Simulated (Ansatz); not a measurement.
CoO: geometry relaxation (part 1 of 3)

The run: geometry relaxation of CoO (slab, 8 atoms in the cell). Method and program: DFT PBEsol, scalar-relativistic, plane waves, PAW, spin-polarised (Ansatz 0.2.0).

The structure derives from an entry of the Crystallography Open Database. The input holds or restrains some coordinates. Forces given for the steps count only the free coordinates. It belongs to a series of runs on one base structure; here: clean slab, lower half held. Figures and captions count atoms from 1; the log counts them from 0 in places.

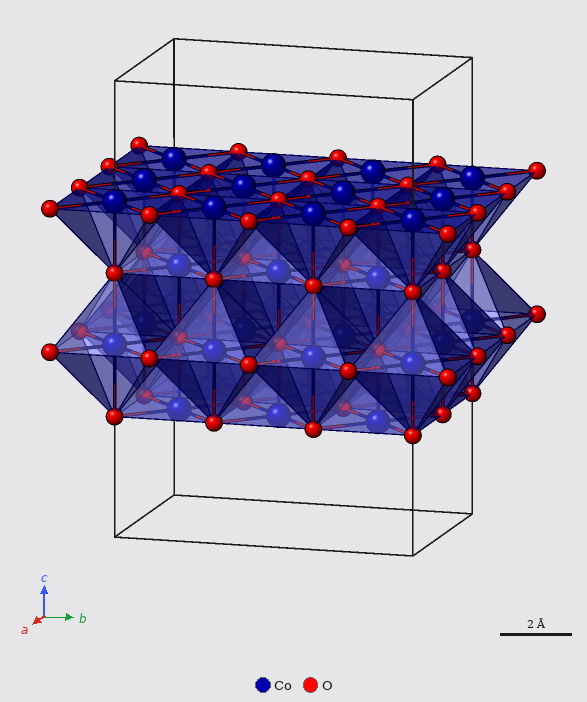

*The input geometry (polyhedral view of the 2 × 3 repeat of the cell, with the vacuum cut short, seen slightly off an axis; polyhedra are completed across the faces of the cell). An atom can appear more than once, as a periodic image.*

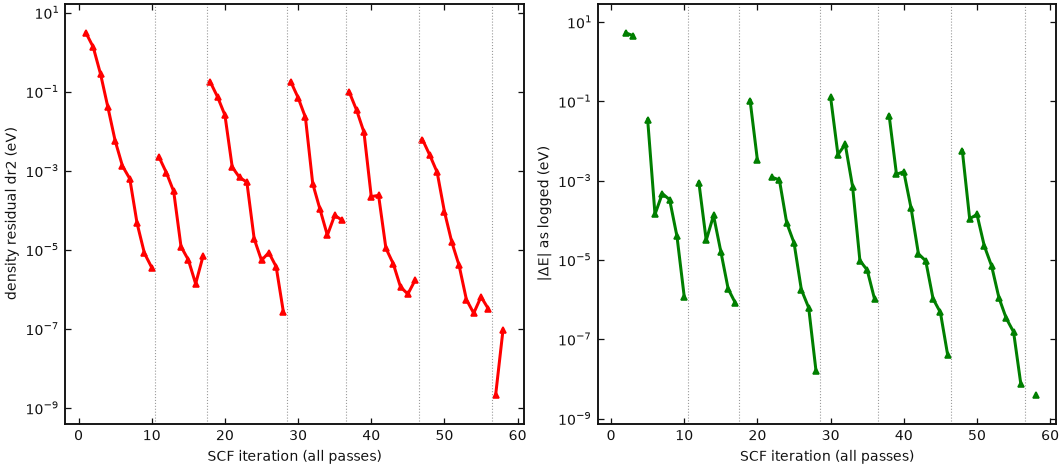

*Convergence of the self-consistent field: density residual dr2 and size of the energy change against the SCF iteration. The dotted lines part the SCF passes of the relaxation: geometry steps, rejected trials and re-solves on a re-selected basis.*

The 7 passes take 2 to 11 iterations each, 58 in all.

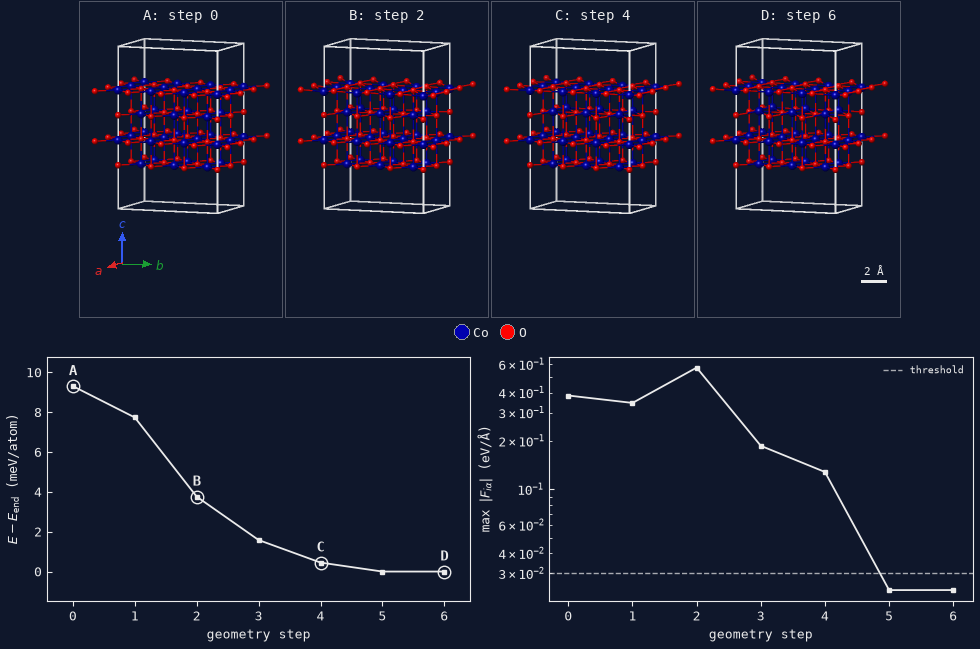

*Frames of the restrained relaxation (ball-and-stick view of the 2 × 3 repeat of the cell, with the vacuum cut short, with bonded neighbours outside it, seen slightly off an axis) above the curves, on which the letters mark them (the first geometry is step 0 here and step 1 in the log).*

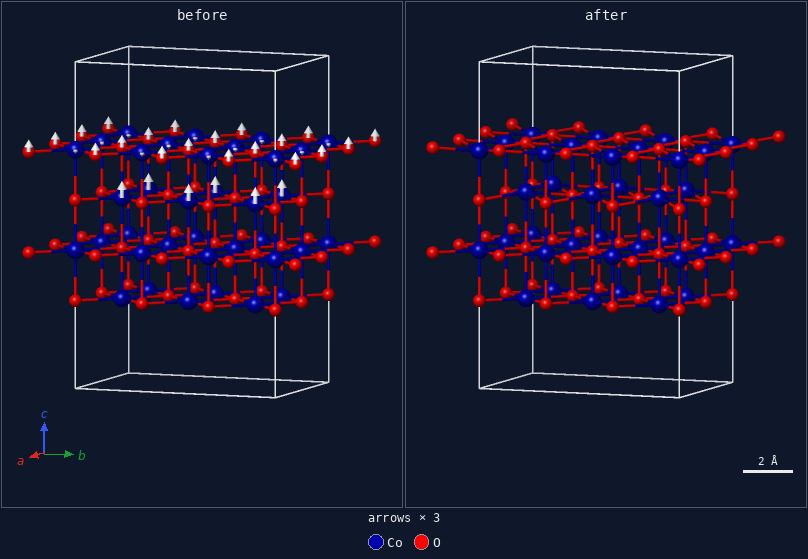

*Before (left) and after (right) the restrained relaxation, at one scale (ball-and-stick view of the 2 × 3 repeat of the cell, with the vacuum cut short, with bonded neighbours outside it, seen slightly off an axis). The white arrows give the displacements, magnified 3 times.*

The energy falls by 9.3 meV per atom in 6 geometry steps. Largest force component: 0.38 eV/Å at the start, 0.024 eV/Å at the end. Co5 moves most: 0.23 Å. Largest moves by element: Co 0.23 Å, O 0.17 Å. The lattice vectors keep their values. Among the contacts that change: O4–Co5 2.083 → 2.318 Å, Co5–O8 2.083 → 2.021 Å, O6–Co7 2.083 → 2.035 Å, Co5–O6 2.083 → 2.098 Å. Among the angles that change: Co5–O6–Co5 180.0° → 166.7°, O8–Co7–O8 180.0° → 167.5°, Co3–O6–Co5 90.0° → 96.7°. (Atoms are counted from 1 in the order of the input.)

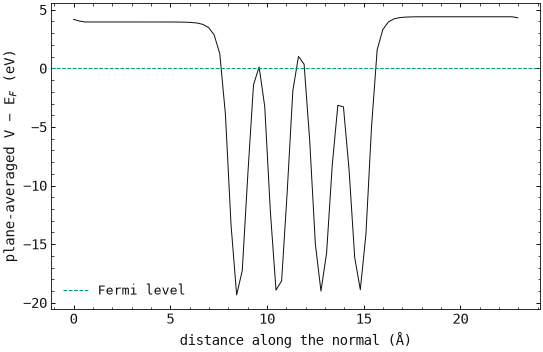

*Plane average of the electrostatic potential energy of an electron across the cell, from the Fermi level.*

The vacuum level lies 4.40 eV above the Fermi level on the upper side and 3.96 eV on the lower.

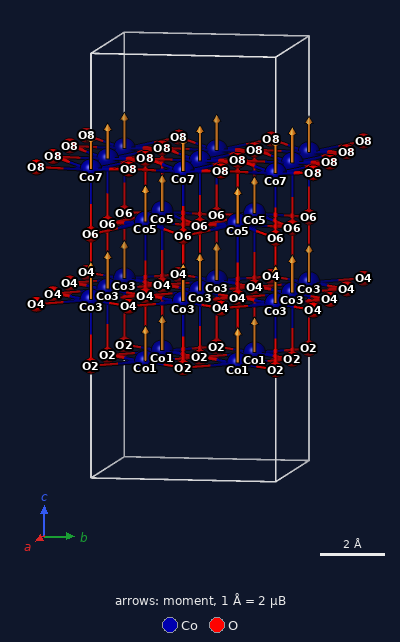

*Magnetic moments of the sites as orange arrows (ball-and-stick view of the 2 × 2 repeat of the cell, with the vacuum cut short, seen slightly off an axis; bonded neighbours outside the cell are drawn too; atoms are numbered from 1 in the order of the input); small moments hardly show. The run is collinear, so the axis drawn is arbitrary.*

Site moments: Co3 (2.49 μB); Co5 (2.42 μB); Co7 (2.36 μB); Co1 (2.33 μB); O6 (0.38 μB); O4 (0.37 μB); O8 (0.33 μB), among others. They are counted near the atoms and needn't add up to the moment of the cell.

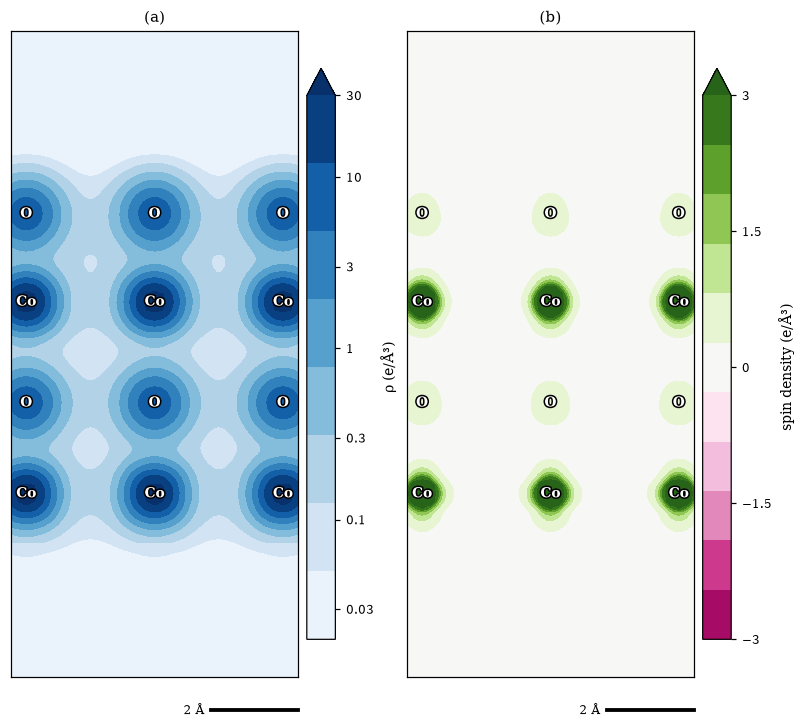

*(a) valence charge density (pseudo); (b) magnetisation density (up minus down) on the (010) plane of the calculation cell, a cut from vacuum to vacuum.*

The section cuts through Co and O sites. Co–O (2.02 Å): ρ is about 0.59 e/Å³ halfway. Co–O (2.08 Å): ρ at the midpoint is about 0.48 e/Å³. Co–O (2.32 Å): the density is about 0.26 e/Å³ at the midpoint. The density dies away to nearly zero in the vacuum. The cell of the calculation (8 atoms) carries 11.6 μB net. In a PAW calculation such maps are meaningful between the atoms, not at the nuclei.

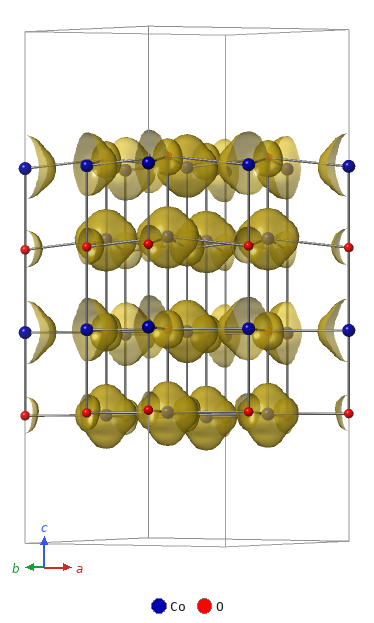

*Isosurface of the spin density (up minus down) at +0.3 e/Å³ (yellow), seen at an oblique angle. Sticks mark near contacts.*

The cell of the calculation (8 atoms) carries 11.6 μB net.

The input and output of the run follow.

**Input**
```yaml
crystal:
  lattice:
    - [2.9464519439, 0.0, 0.0]
    - [0.0, 2.9464519439, 0.0]
    - [0.0, 0.0, 23.2503684499]
  atoms:
    - { symbol: Co, position: [0.5, 0.5, 0.3655856043], spin: 2.57 }
    - { symbol: O, position: [0.0, 0.0, 0.3655856043], spin: 0.32 }
    - { symbol: Co, position: [0.0, 0.0, 0.4551952014], spin: 2.57 }
    - { symbol: O, position: [0.5, 0.5, 0.4551952014], spin: 0.32 }
    - { symbol: Co, position: [0.5, 0.5, 0.5448047986], spin: 2.57 }
    - { symbol: O, position: [0.0, 0.0, 0.5448047986], spin: 0.32 }
    - { symbol: Co, position: [0.0, 0.0, 0.6344143957], spin: 2.57 }
    - { symbol: O, position: [0.5, 0.5, 0.6344143957], spin: 0.32 }
basis:
  ecutwfc: 420
kpoints:
  mp_grid: { grid: [10, 10, 1] }
hamiltonian:
  xc: pbesol
scf:
  occupations: { method: gaussian, width: 0.1 }
output:
  forces: true
  eigenvalues: true
  populations: true
  write_density: true
  write_potential: true
  elf: true
  volumetric_format: npy
magnetization:
  spin_polarized: true
relax:
  adjacent_minimum: "off"
  f_tol: 0.03
  max_steps: 70
  constraints: [{ sites: [0, 1, 2, 3] }]
efield:
  axis: 3
  dipole_correction: true
  ramp_width: 0.04
```

Run as:
```bash
ansatz run input.yaml --threads 2 --pin off --max-ram 5120MiB --backend cpu --events-out ev --progress --plain --runs-dir out
```

**The program's output**
```
Engine: ansatz 0.2.0, x86_64-unknown-linux-gnu
Pseudopotentials: kind: paw
Pseudopotential: Co, paw, valence charge 17, recommended cutoff 420 eV (normal), Co.paw.azcp
Pseudopotential: O, paw, valence charge 6, recommended cutoff 420 eV (normal), O.paw.azcp
Functional definition: PBEsol
  exchange = pbesol_x
  correlation = pbesol_c
Crystal: 8 atoms, lattice volume = 201.850 Å³
Basis set: ecut = 420 eV, 3857 PW (Γ), exchange–correlation on 40×40×320 points (8 copies of the dense FFT grid, shifted against one another)
Bands: 63, of which v1, the nominal top of the filled ones, is band 46 counted from 1 (45 counted from 0)
Symmetry: 8 space group operations
k-points: 21 of 100
Non-local potential: Co, projectors of the file, l = 0: 3, l = 1: 2, l = 2: 3, l = 3: 1
Non-local potential: O, projectors of the file, l = 0: 2, l = 1: 2, l = 2: 1
PAW form: soft (Blöchl's): semilocal exchange-correlation on the pseudo side does not see the compensation charge
PAW frozen core: Co, regenerated for the run's functional, and the local potential with it (the file was generated under x = pbe(κ = 0.804, μ = 0.2195149727645171), c = pbe(β = 0.06672455060314922))
PAW frozen core: O, regenerated for the run's functional, and the local potential with it (the file was generated under x = pbe(κ = 0.804, μ = 0.2195149727645171), c = pbe(β = 0.06672455060314922))
PAW one-centre angular grid: Co, 590 points (default); XC on 64 Gauss nodes
PAW one-centre angular grid: O, 110 points (default); XC on 64 Gauss nodes
Initial density: superposition of atomic densities (neutral atoms: chi_scale 0, normalization atom)
Starting moments: Σ|m| = 11.56 μB on 8 of 8 sites
Initial wavefunctions: pseudopotential atomic-orbital guess
Functional: x = pbesol(κ = 0.804, μ = 0.12345679012345678), c = pbesol(β = 0.046)
```
